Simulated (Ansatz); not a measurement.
Ca$_{8}$F$_{17}$ (cell with a defect)

```yaml
crystal:
  lattice:
    - [0.00000, -5.51176, -5.51176]
    - [-5.51176, -5.51176, 0.00000]
    - [-5.51176, 0.00000, -5.51176]
  atoms:
    - { symbol: Ca, position: [0.00050, 0.50706, 0.49419] }
    - { symbol: Ca, position: [0.00351, 0.99668, 0.50032] }
    - { symbol: Ca, position: [0.00066, 0.50696, 0.99911] }
    - { symbol: Ca, position: [0.00242, 0.99646, 0.00094] }
    - { symbol: Ca, position: [0.50398, 0.49179, 0.50259] }
    - { symbol: Ca, position: [0.50174, 0.99662, 0.50039] }
    - { symbol: Ca, position: [0.49571, 0.50694, 0.99911] }
    - { symbol: Ca, position: [0.50183, 0.99662, 0.00206] }
    - { symbol: F, position: [0.11977, 0.13185, 0.11841] }
    - { symbol: F, position: [0.12636, 0.62496, 0.12462] }
    - { symbol: F, position: [0.11985, 0.13182, 0.63092] }
    - { symbol: F, position: [0.15048, 0.62031, 0.61495] }
    - { symbol: F, position: [0.63237, 0.13183, 0.11821] }
    - { symbol: F, position: [0.61641, 0.62024, 0.14929] }
    - { symbol: F, position: [0.62802, 0.11986, 0.62646] }
    - { symbol: F, position: [0.61635, 0.62022, 0.61519] }
    - { symbol: F, position: [0.37526, 0.36864, 0.37371] }
    - { symbol: F, position: [0.37004, 0.89360, 0.36871] }
    - { symbol: F, position: [0.37518, 0.36861, 0.88316] }
    - { symbol: F, position: [0.36366, 0.87917, 0.87908] }
    - { symbol: F, position: [0.88464, 0.36877, 0.37381] }
    - { symbol: F, position: [0.88060, 0.87919, 0.36183] }
    - { symbol: F, position: [0.87327, 0.38434, 0.87157] }
    - { symbol: F, position: [0.88066, 0.87920, 0.87893] }
    - { symbol: F, position: [0.76351, 0.71320, 0.76208] }
```

The SCF solution may not be the lowest one; spin-polarised.

Computed with DFT PBE, scalar-relativistic, plane waves, PAW in Ansatz.

Core electrons are frozen (PAW), and the valence fields are smoothed inside the atomic spheres.

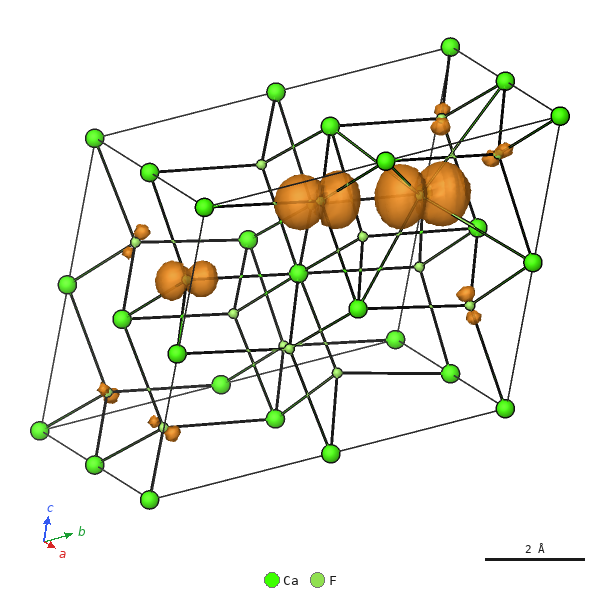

Figure 1. Isosurfaces of the spin density (up minus down) at +0.04 (orange) and −0.04 e/Å³ (purple), seen slightly off an axis. Sticks mark near contacts.

> Where is the spin, and how is it ordered?

The spin density sits on F: +0.5 μB in one cell of 25 atoms, with smaller moments on other sites: F (up to +0.27 μB): with much of the spin spread outside that site. The cell of the calculation (25 atoms) carries 1.0 μB of net spin moment.

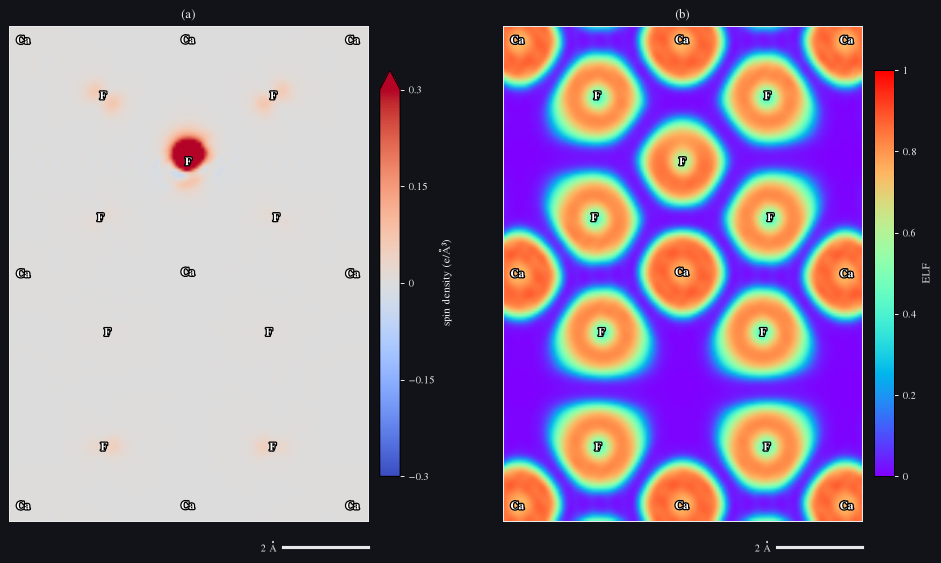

Figure 2. (a) spin density; (b) ELF on the (11̄0) plane of the calculation cell.

> Describe what can be read from this map.

- Atoms in the plane: Ca and F.
- Ca–F (2.25 Å): the ELF peaks at about 0.80 in the valence shell of F, 0.6 Å from its nucleus, and drops to about 0.05 between the two atoms; a closed-shell, largely ionic contact.
- Ca–F (2.30 Å): the ELF peaks at about 0.80 in the valence shell of F, 0.6 Å from its nucleus, and drops to about 0.05 between the two atoms; an ionic contact with no shared pair.
- Ca–F (2.36 Å): the ELF peaks at about 0.80 in the valence shell of F, 0.6 Å from its nucleus, and drops to about 0.05 between the two atoms (a closed-shell, largely ionic contact).
- Ca–F (2.41 Å): the ELF peaks at about 0.80 in the valence shell of F, 0.6 Å from its nucleus, and drops to about 0.05 between the two atoms; a largely ionic contact.
- Ca–F (2.43 Å): the ELF is about 0.05 at the midpoint (a closed-shell, largely ionic contact).
- The features right at Ca lie inside the PAW spheres, where the map follows smoothed inner orbitals and isn't to be read closely.

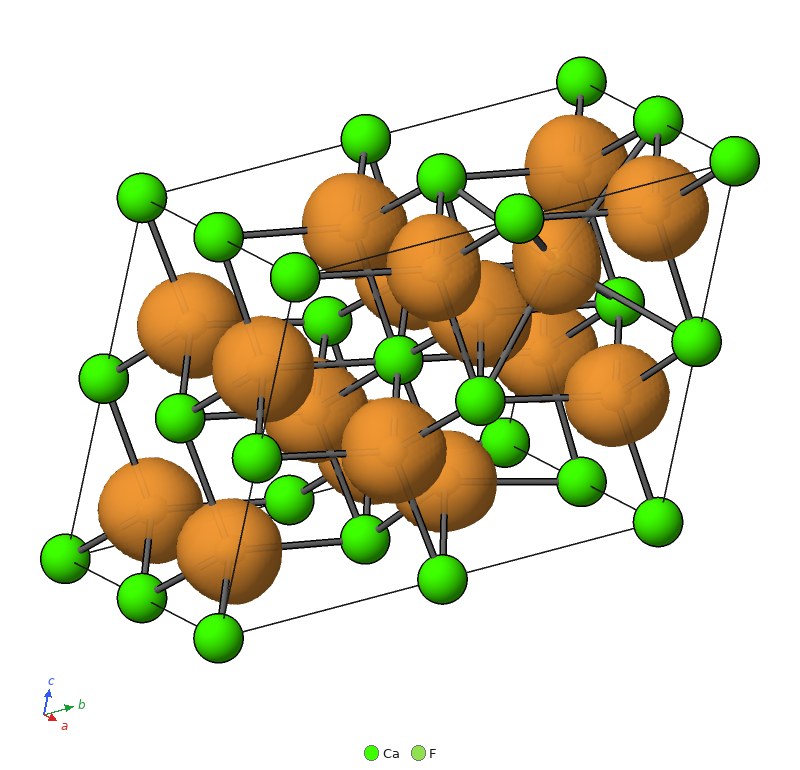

Figure 3. Isosurface of the ELF at 0.65 (orange), seen slightly off an axis. Only the valence region is drawn (cores and ρ < 0.01 e/Å³ removed). Sticks mark near contacts.

> Describe the localisation domains.

At this value the surface marks out 17 regions wrapped around F (the valence shell of each), counted in one cell of 25 atoms. Regions shared between cells count once.
